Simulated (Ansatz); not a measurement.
## Electronic structure of AlN in real space

```cif
data_structure
_symmetry_space_group_name_H-M 'P 1'
_symmetry_Int_Tables_number 1
_cell_length_a 2.5855
_cell_length_b 2.5855
_cell_length_c 2.5855
_cell_angle_alpha 90.000
_cell_angle_beta 90.000
_cell_angle_gamma 90.000
_cell_volume 17.28
loop_
_atom_site_label
_atom_site_type_symbol
_atom_site_fract_x
_atom_site_fract_y
_atom_site_fract_z
_atom_site_occupancy
Al1 Al 0.00000 0.00000 0.00000 1
N1 N 0.50000 0.50000 0.50000 1
```

Space group Pm-3m; started from the CsCl prototype, which need not be the ambient phase.

The calculation used DFT, PBEsol, plane waves, PAW in Ansatz 0.2.0.

The density is the valence pseudo-density of a PAW calculation; it isn't the true density close to the nuclei.

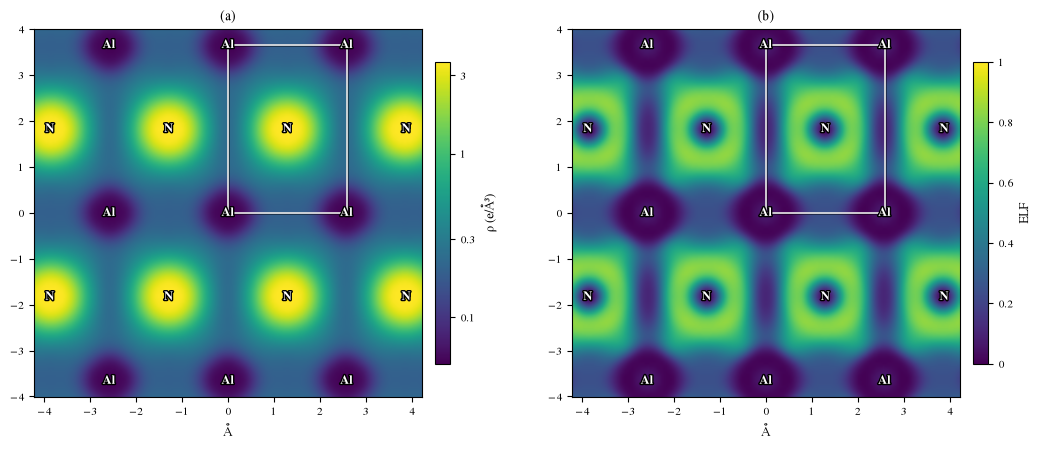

Figure 1. (a) valence electron density; (b) ELF on the (101̄) plane of the conventional cell.

**Describe what can be read from this map.**

- Atoms in the plane: Al and N.
- Al–N (2.24 Å): ρ is about 0.38 e/Å³ halfway; the ELF peaks at about 0.85 in the valence shell of N, 0.7 Å from its nucleus, and is about 0.65 at the midpoint.
- Between the atoms the lowest density in this plane is 0.18 e/Å³.

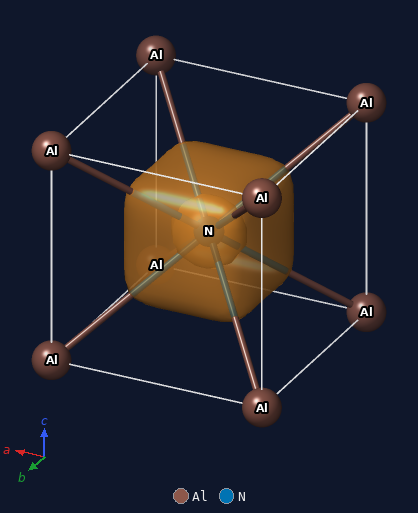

Figure 2. Isosurface of the electron localisation function at 0.65 (orange), seen at an oblique angle. Only the valence region is drawn (cores and ρ < 0.01 e/Å³ removed). Sticks mark near contacts.

**Identify the bonds, lone pairs and shells in this picture.**

At this value the surface marks out one region on N in which the atom's valence shell and bonds are merged, counted in one cell of 2 atoms. Regions shared between cells count once.
